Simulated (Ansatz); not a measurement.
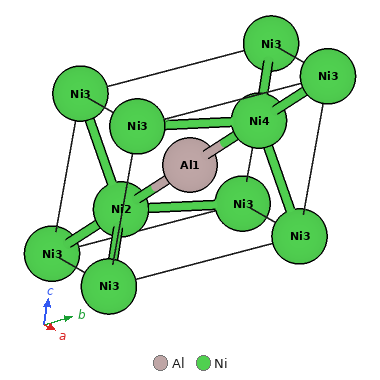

The system is AlNi₃ (Fm-3m, No. 225; 4 atoms in the cell); the picture shows the reference structure. 
- The energy is mapped over volume and the cell's shape.
- Coordinates scanned: (1) volume per atom; (2) length along [111] over the lengths across it, relative to the cubic cell.
- Nothing is relaxed (fractional coordinates fixed).
- Grid: 11 × 11 points.
- Points are written as (first, second).
- All energies are given in meV/atom relative to the lowest grid point.
- The runs have no spin polarisation; a magnetic state may lie lower.
- These are results of DFT PBEsol, scalar-relativistic, plane waves, PAW in Ansatz, not measurements. Settings: cutoff 520 eV, k-mesh 14×14×14, gaussian smearing 0.15 eV, no spin polarisation.

Its coordinates:

```xyz
4
Lattice="0.0000 2.7983 2.7983 2.7983 0.0000 2.7983 2.7983 2.7983 0.0000" Properties=species:S:1:pos:R:3 pbc="T T T"
Al    2.7983    2.7983    2.7983
Ni    1.3992    1.3992    1.3992
Ni    0.0000    0.0000    0.0000
Ni    4.1975    4.1975    4.1975
```

Range: volume per atom from 10.080 to 11.833 Å³; length along [111] over the lengths across it, relative to the cubic cell from 0.834 to 1.200.

Q: What will the energy surface look like?

A: The lowest grid point is at (10.956 Å³, 1.000). It is the only kind of minimum in the scanned range. The highest grid point, (10.080 Å³, 0.834), lies 395 meV/atom above the lowest. Round the minimum the two coordinates are nearly uncoupled.

```csv
"second ↓, first →",10.080,10.255,10.430,10.606,10.781,10.956,11.132,11.307,11.482,11.658,11.833
1.200,270,242,220,203,190,181,176,175,176,181,188
1.157,199,174,154,139,129,122,119,120,124,130,139
1.115,139,116,98,86,77,72,71,74,79,87,98
1.075,92,71,55,44,37,34,34,38,45,54,66
1.037,62,42,27,17,11,9,10,15,22,33,45
1.000,51,32,18,8,2,0,2,7,14,25,38
0.964,63,43,28,18,12,10,11,16,23,33,46
0.930,100,79,63,51,44,41,41,44,51,60,72
0.897,166,142,124,110,101,95,94,95,100,107,117
0.865,263,236,214,197,185,177,172,171,173,178,185
0.834,395,363,337,316,299,287,279,274,273,274,278
```

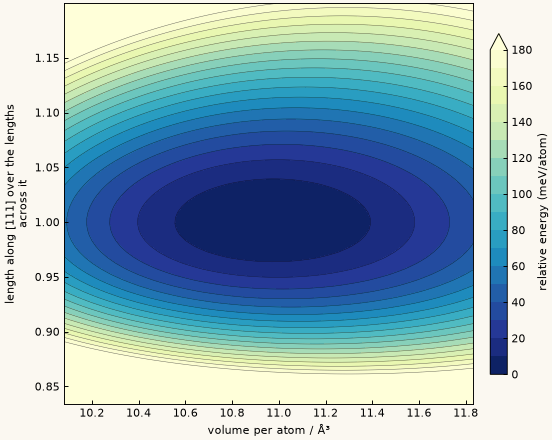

Drawn: filled contours, one colour for all values above the top of the scale. Between grid points the surface is interpolated.

Each point was launched as `ansatz run input.yaml --threads 4 --pin off --max-ram 8192MiB --backend cpu --events-out ev --progress --plain --runs-dir out`. The whole map (121 points run) took 16 min on 4 threads of AMD EPYC 7R43 64-Core Processor (Zen 3) (shared host).

PAW datasets: the set soft_1.
